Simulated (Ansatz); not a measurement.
```xyz
4
Lattice="5.2526 0.0000 0.0000 0.0000 -5.2526 0.0000 0.0000 0.0000 -3.3059" Properties=species:S:1:pos:R:3 pbc="T T T"
Sb    2.6263   -2.6263   -1.6529
Sb    0.0000    0.0000    0.0000
Ga    0.0000   -2.6263   -2.4794
Ga    2.6263    0.0000   -0.8265
```

Space group I-4m2; a structure from a database of computed crystals, not necessarily the ambient phase.

Theory: Kohn-Sham DFT of a periodic cell, HSEsol, Ansatz PAW in Ansatz 0.2.0.

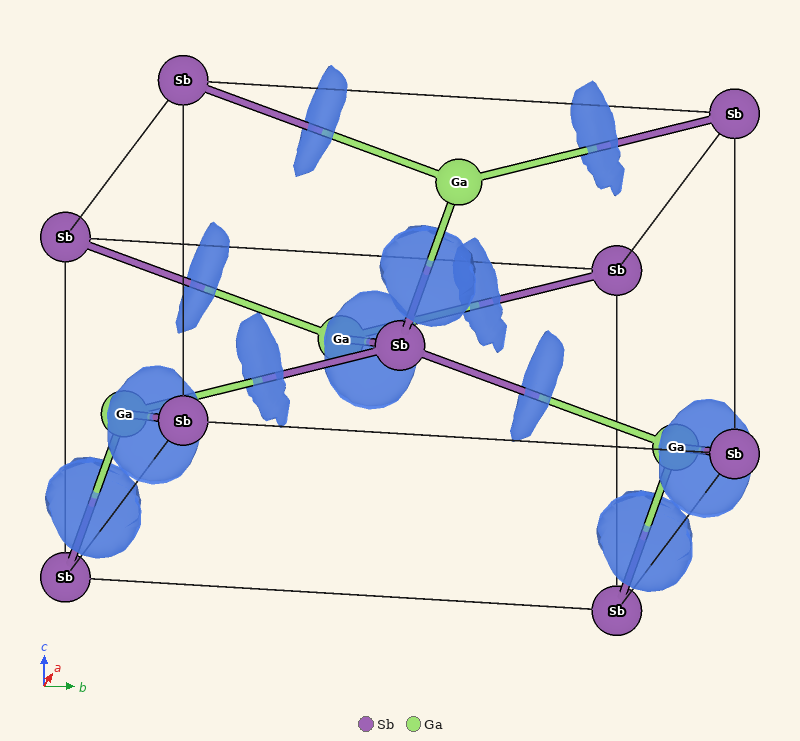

GaSb. Isosurface of the electron localisation function at 0.6 (blue), seen at an oblique angle. Core shells and regions of very low density are left out. Sticks mark near contacts.

Core electrons are frozen (PAW), and the valence fields are smoothed inside the atomic spheres.

**What do the ELF domains correspond to?**

The surface consists of eight regions between bonded Ga–Sb atoms, counted in one cell of 4 atoms. Regions shared between cells count once. Profiles from the grid: Ga–Sb (2.75 Å): the ELF peaks at about 0.65 between the atoms.

**Metal or insulator at this level of theory?**

It is gapless in this calculation (a metal or semimetal).
